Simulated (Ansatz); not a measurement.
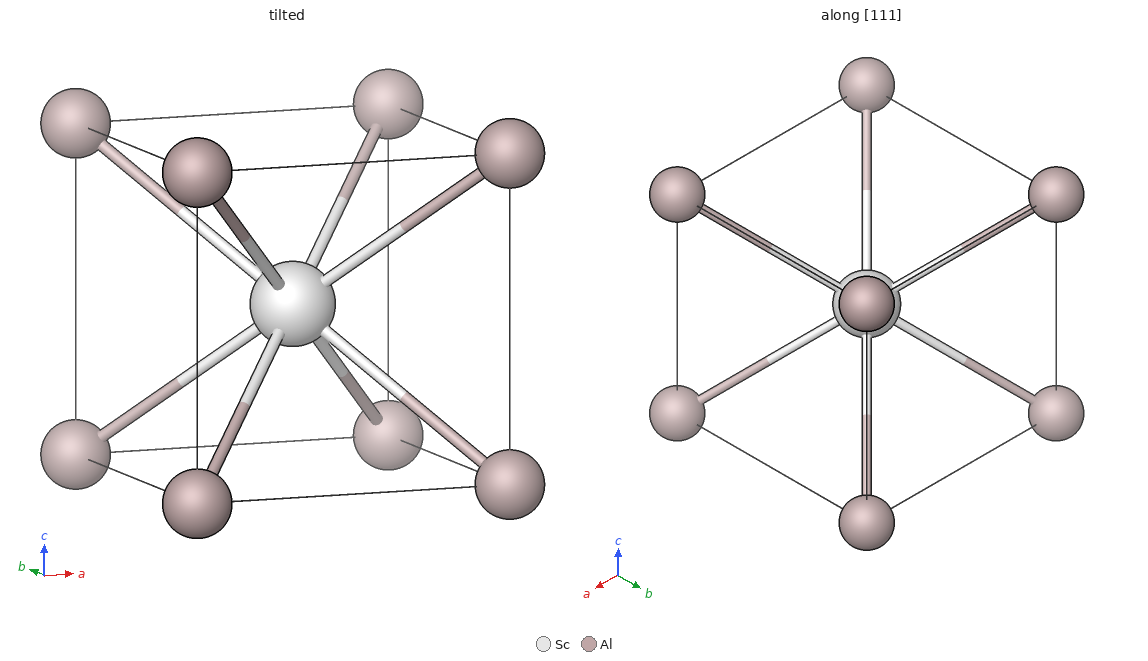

A ball-and-stick rendering, viewed slightly off an axis and along [111]. Lines trace the edges of the conventional unit cell. Cell: a = 3.344 Å, b = 3.344 Å, c = 3.344 Å, α = 90.00°, β = 90.00°, γ = 90.00°.

Describe the crystal.

The material is ScAl. It is primitive cubic, space group Pm-3m (No. 221). Its structure type: caesium chloride (CsCl, B2) type. It has 2 atoms to the cell (1 Sc, 1 Al). Sc bonds to eight Al in a cubic arrangement at about 2.9 Å. Al is linked to eight Sc in a cubic arrangement at about 2.9 Å. The bonds build a three-dimensional framework.

The model was built from a structure listed in the Materials Project. Earlier steps of the study may have refined or changed the cell and positions. A calculation with Ansatz used it as input.
